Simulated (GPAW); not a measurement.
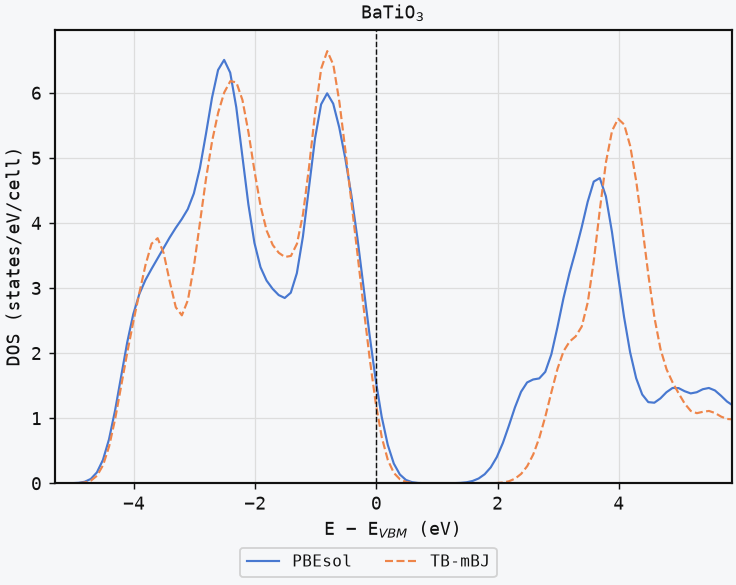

Total densities of states of BaTiO3, space group P4mm (No. 99), 5 atoms in the cell (a = 4.000 Å, c = 4.018 Å (tetragonal axes)), by two methods on the same cell. The DOS curves are built from the levels of the k mesh with Gaussians 0.55 eV wide, which also blur the band edges; ripples of that width can come from the mesh. Each is counted from its own valence-band top.

> What changes from one method to the other?

PBEsol gives a gap of 1.86 eV and TB-mBJ gives a gap of 2.55 eV.

Settings. PBEsol: PAW data sets generated in the run's folder for this functional, no spin polarisation, no spin-orbit coupling, 7×7×7 k mesh, 800 eV cutoff, Fermi-Dirac smearing of 0.05 eV (GPAW 26.7.0). TB-mBJ: GPAW PAW data sets for LDA (gpaw-data 1.2.1), no spin polarisation, no spin-orbit coupling, 6×6×6 k mesh, 800 eV cutoff, Fermi-Dirac smearing of 0.05 eV (GPAW 26.7.0).

Gaps are the smallest over all k points computed. An odd mesh through Γ misses points on the zone boundary, where band edges often lie. LDA, GGA and most meta-GGA functionals understate gaps. TB-mBJ: the PAW data sets were made with another functional. TB-mBJ: this is a model potential built to give gaps, with no total energy.
